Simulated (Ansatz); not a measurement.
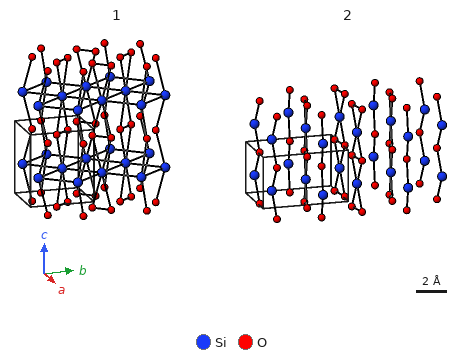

Two geometries of solid SiO₂ (a generated structure, set up in Pbam) (coarse preliminary run), drawn at one scale. One is the start of a relaxation, the other its converged end. The picture is a ball-and-stick view of the cell of the calculation, repeated 2 × 2 × 2 with one cell outlined, seen slightly off an axis.

These are results of DFT PBE, scalar-relativistic, plane waves, PAW in Ansatz 0.2.0, not measurements. Set-up: plane-wave cutoff 420 eV; k-point mesh 6 × 4 × 4; occupations gaussian; smearing width 0.1 eV; no spin polarisation; cell and atoms relaxed; force threshold 0.04 eV/Å; at most 70 steps.

> Which of the two is the end point?

Structure 2 is the relaxed one. The largest moves relative to the cell, 0.63 Å, are those of O atoms. Si stays in place. The volume changes by +5.4 %, with a 3.605 → 3.987 Å (+10.6 %), b 4.463 → 5.987 Å (+34.2 %), c 5.046 → 3.585 Å (−29.0 %). Among the contacts that change: Si–Si 2.868 → 3.597 Å, O–Si 2.618 → 1.950 Å, O–O 1.394 → 1.537 Å. The space group stays Pbam (No. 55). Over 22 accepted moves (26 points after the start) the energy falls by 3.876 eV per cell of the calculation. Largest force component: 2.3 eV/Å at the start, 0.0059 eV/Å at the end. The pressure goes from −6.16 to 0.06 GPa. At 4 points the geometry stayed and the basis and grid were re-selected for the new cell (energy shift of 0.285 eV per cell of the calculation at most each time). Cost: 3.8 min on 1 thread of AMD EPYC (Zen 3), with other jobs on the host, peak memory 0.38 GiB.
